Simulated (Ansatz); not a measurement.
## Single-point calculation of Au (part 2 of 2)

The same run, continued: Au (slab, 10 atoms in the cell); DFT r2SCAN, scalar-relativistic, plane waves, PAW, no spin polarisation (Ansatz 0.2.0); cutoff 500 eV, 12×9×1 k-mesh, Gaussian smearing of 0.1 eV. The structure derives from an entry of the Crystallography Open Database.

Geometry of the input (Å; fractional positions):
```
2.9161  0.0000  0.0000
0.0000  4.1240  0.0000
0.0000  0.0000  28.1226
Au 0.5000  0.5000  0.2667
Au 0.0000  0.0000  0.3185
Au 0.5000  0.5000  0.3704
Au 0.0000  0.0000  0.4222
Au 0.5000  0.5000  0.4741
Au 0.0000  0.0000  0.5259
Au 0.5000  0.5000  0.5778
Au 0.0000  0.0000  0.6296
Au 0.5000  0.5000  0.6815
Au 0.0000  0.0000  0.7333
```

## Output, continued
```
  k-point 0: bands = ["-99.7766", "-99.7755", "-99.7605", "-99.7542", "-99.7381", "-99.7380", "-99.6191", "-99.6191", "-99.0579", "-99.0579", "-50.7377", "-50.7098", "-50.6896", "-50.6786", "-50.6627", "-50.6514", "-50.6302", "-50.6211", "-50.6183", "-50.6060", "-50.5939", "-50.5892", "-50.5788", "-50.5647", "-50.5590", "-50.5589", "-50.5516", "-50.5432", "-50.4852", "-50.4851", "-50.4733", "-50.4720", "-50.4416", "-50.4416", "-49.9311", "-49.9311", "-49.9214", "-49.9214", "-49.8987", "-49.8987", "-1.7744", "-1.1252", "-0.1966", "0.7990", "0.8455", "1.1045", "1.1242", "1.4725", "1.5189", "1.6504", "1.9751", "2.0027", "2.3507", "2.4754", "2.4800", "2.7452", "2.7632", "2.8322", "2.9783", "3.0406", "3.0691", "3.0876", "3.2186", "3.2437", "3.2676", "3.2715", "3.6181", "3.6606", "3.6746", "3.6811", "3.9003", "3.9031", "4.0250", "4.1431", "4.1581", "4.3345", "4.3818", "4.4586", "4.4657", "4.4874", "4.6120", "4.7503", "4.9065", "4.9283", "5.1023", "5.1166", "5.3138", "5.4452", "5.4464", "5.5716", "5.6630", "5.7395", "5.9026", "5.9623", "6.2171", "7.3063", "8.7121", "9.6290", "10.2853", "10.9739", "11.7405", "12.6484", "12.7206", "12.8220", "13.4021", "13.7603", "14.4601", "14.4990", "15.2937", "15.5607", "15.6246", "16.4483", "16.4586", "16.9336"]
  k-point 1: bands = ["-99.7764", "-99.7754", "-99.7605", "-99.7545", "-99.7381", "-99.7381", "-99.6191", "-99.6191", "-99.0579", "-99.0579", "-50.7336", "-50.7134", "-50.7023", "-50.6841", "-50.6473", "-50.6466", "-50.6381", "-50.6162", "-50.6124", "-50.6045", "-50.5986", "-50.5854", "-50.5782", "-50.5661", "-50.5608", "-50.5592", "-50.5527", "-50.5453", "-50.4860", "-50.4855", "-50.4724", "-50.4717", "-50.4419", "-50.4419", "-49.9312", "-49.9312", "-49.9217", "-49.9217", "-49.8984", "-49.8984", "-1.6323", "-1.0008", "-0.1236", "0.7574", "0.8844", "1.1518", "1.1601", "1.3676", "1.4523", "1.6167", "1.8556", "1.9412", "2.3785", "2.6911", "2.6919", "2.7217", "2.7883", "2.9205", "2.9774", "3.0291", "3.0914", "3.2204", "3.2457", "3.2698", "3.3557", "3.4067", "3.4713", "3.6223", "3.6308", "3.7536", "3.7585", "3.8009", "4.0487", "4.2244", "4.2247", "4.3222", "4.3932", "4.3983", "4.4329", "4.5592", "4.6682", "4.6931", "4.9020", "4.9977", "5.0135", "5.0644", "5.3854", "5.4227", "5.4247", "5.5674", "5.6184", "5.7265", "5.8804", "5.8813", "6.2128", "7.3436", "8.6174", "8.7919", "9.8300", "10.3578", "11.3782", "12.0403", "12.7497", "13.0758", "13.1093", "14.0265", "14.3113", "14.3458", "15.2031", "15.3721", "16.2056", "16.7451", "17.1483", "17.4108"]
  k-point 2: bands = ["-99.7759", "-99.7751", "-99.7602", "-99.7553", "-99.7382", "-99.7381", "-99.6191", "-99.6191", "-99.0579", "-99.0579", "-50.7251", "-50.7215", "-50.7156", "-50.6940", "-50.6528", "-50.6324", "-50.6236", "-50.6100", "-50.6097", "-50.6003", "-50.5973", "-50.5852", "-50.5767", "-50.5677", "-50.5665", "-50.5599", "-50.5558", "-50.5512", "-50.4867", "-50.4860", "-50.4713", "-50.4711", "-50.4427", "-50.4427", "-49.9314", "-49.9314", "-49.9223", "-49.9223", "-49.8978", "-49.8978", "-1.2163", "-0.6422", "0.0720", "0.6543", "1.0060", "1.0416", "1.2274", "1.2775", "1.3027", "1.6707", "1.7595", "1.9573", "2.4922", "2.6862", "2.7571", "2.8524", "2.9163", "3.0432", "3.1021", "3.1723", "3.2295", "3.2442", "3.2773", "3.2874", "3.3856", "3.4443", "3.5363", "3.5684", "3.6176", "3.6868", "3.8278", "3.8872", "4.1551", "4.1634", "4.1818", "4.2323", "4.4199", "4.4796", "4.5321", "4.5703", "4.7171", "4.7731", "4.8132", "4.8219", "5.0783", "5.1447", "5.3299", "5.3529", "5.4196", "5.4518", "5.6693", "5.6931", "5.8018", "5.8081", "6.1976", "6.9558", "7.5288", "8.1046", "9.1309", "9.3938", "10.6998", "10.7550", "12.3511", "12.5159", "13.3875", "13.5421", "14.0217", "15.0235", "15.1072", "15.6558", "16.8855", "16.9921", "17.2131", "17.8902"]
  k-point 34: bands = ["-99.7710", "-99.7710", "-99.7546", "-99.7546", "-99.7346", "-99.7346", "-99.6154", "-99.6154", "-99.0541", "-99.0541", "-50.7439", "-50.7439", "-50.7217", "-50.7217", "-50.6896", "-50.6896", "-50.6674", "-50.6674", "-50.6299", "-50.6299", "-50.6246", "-50.6246", "-50.6090", "-50.6090", "-50.5873", "-50.5873", "-50.5767", "-50.5767", "-50.5333", "-50.5333", "-50.4858", "-50.4858", "-50.4670", "-50.4670", "-50.0380", "-50.0380", "-49.9145", "-49.9145", "-49.8901", "-49.8901", "0.6411", "0.6411", "1.1314", "1.1314", "1.6977", "1.6977", "1.8603", "1.8603", "2.0841", "2.0841", "2.2860", "2.2860", "2.5626", "2.5626", "2.7165", "2.7165", "2.8413", "2.8413", "2.9860", "2.9860", "3.0832", "3.0832", "3.1944", "3.1944", "3.3098", "3.3098", "3.5097", "3.5097", "3.9151", "3.9151", "4.0645", "4.0645", "4.4144", "4.4144", "4.6233", "4.6233", "4.7698", "4.7698", "5.3596", "5.3596", "5.5658", "5.5658", "5.5790", "5.5790", "5.6740", "5.6740", "5.8069", "5.8069", "5.9227", "5.9227", "7.7325", "7.7325", "8.9479", "8.9479", "10.2806", "10.2806", "10.9579", "10.9579", "10.9806", "10.9806", "11.2282", "11.2282", "11.4241", "11.4241", "11.9695", "11.9695", "12.3627", "12.3627", "13.4087", "13.4087", "14.9549", "14.9549", "16.2466", "16.2466"]
```

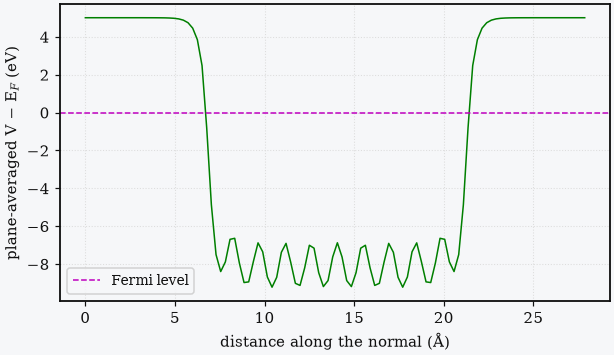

**Figure 1.** Plane average of the electrostatic potential energy of an electron across the cell, from the Fermi level. The vacuum level lies 5.01 eV above the Fermi level.

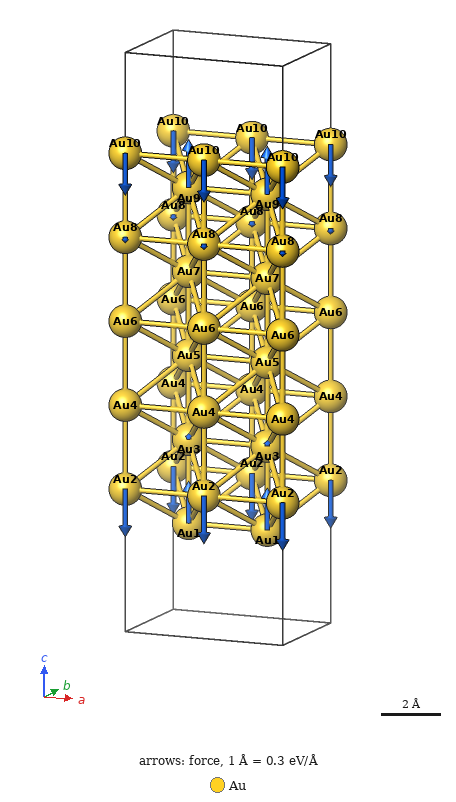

**Figure 2.** Forces on the atoms as blue arrows (ball-and-stick view of the 2 × 1 repeat of the cell, with the vacuum cut short, seen slightly off an axis; atoms are numbered from 1 in the order of the input); the smallest are left out. The largest act on Au2, Au9 (0.51 eV/Å); Au1, Au10 (0.45 eV/Å). The geometry is not a stationary point of this energy.

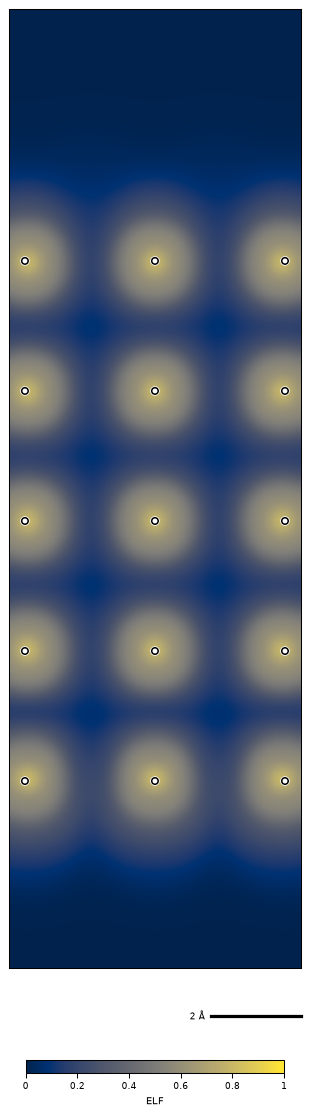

**Figure 3.** ELF on the (010) plane of the calculation cell, a cut from vacuum to vacuum. Circles mark the nuclei in the plane (Au). The section cuts through Au sites. Au–Au (2.92 Å): the ELF is about 0.20 at the midpoint (no localised pair between them). The strong features right at Au lie inside the PAW spheres (semicore, d or f shells) and say nothing about bonding. Core electrons are frozen (PAW), so the fields are smoothed inside the atomic spheres.

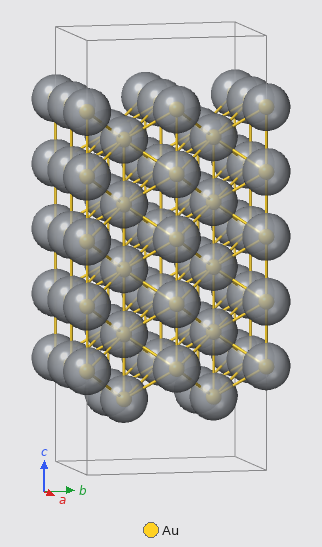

**Figure 4.** Isosurface of the valence charge density (pseudo) at 0.6 e/Å³ (grey), seen slightly off an axis. Sticks mark near contacts. At this value the density breaks into separate islands; it holds about 80 % of the electrons treated as valence (semicore included). It is pinched off along the Au–Au (2.92 Å) contacts. On the grid the lowest density along these lines, outside the cores, is 0.25 e/Å³ (Au–Au, 2.92 Å).
